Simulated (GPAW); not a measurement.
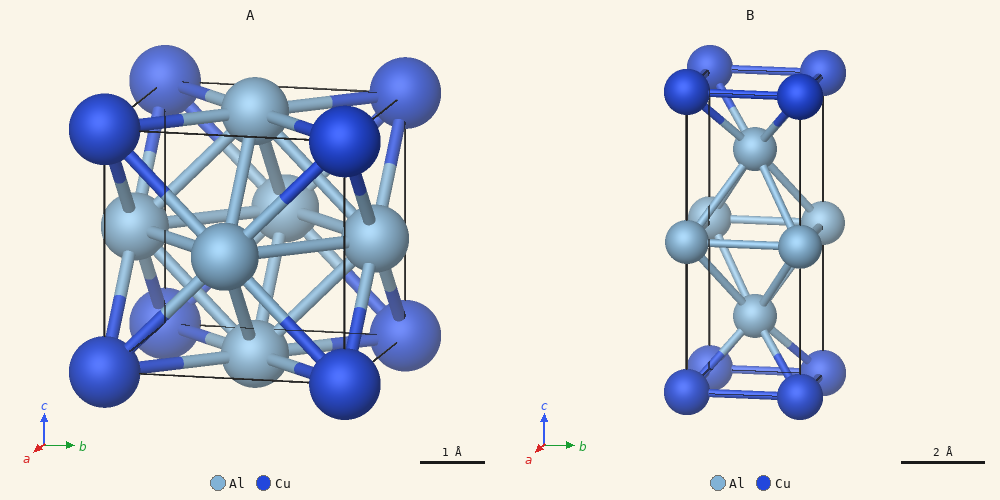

Two structures of Al₃Cu, each relaxed (cell and atoms) at zero pressure; conventional cells in solid outline, small ones repeated, each panel with its own scale. Alike in all runs: GPAW 26.7.0; functional PBEsol; potentials PAW data sets generated in the run's folder for this functional; cutoff 600 eV; occupations fermi-dirac, width 0.05 eV; no spin polarisation; no spin-orbit coupling. The k meshes have like spacings.

Question: Name the structure in each panel.

Answer: A: Cu₃Au (L1₂) type, Pm-3m; B: 4 atoms a cell on a primitive tetragonal lattice, P4/mmm.

Question: Rank them by energy, lowest first.

Answer: B, then A (+48 meV/atom), static energies at zero smearing.

Question: Collect the results in a table.

Answer:
| panel | space group | E − E(lowest) (meV/atom) | volume (Å³/atom) |
| --- | --- | --- | --- |
| B | P4/mmm | 0 | 14.7 |
| A | Pm-3m | 48 | 14.8 |

The starts are database entries or structure types tried for this composition, and the most stable form need not be among them. Approximate functionals can misorder forms that lie within a few tens of meV/atom, as they do the rutile and anatase forms of TiO₂.

Caveat: later steps reuse the first step's grids.
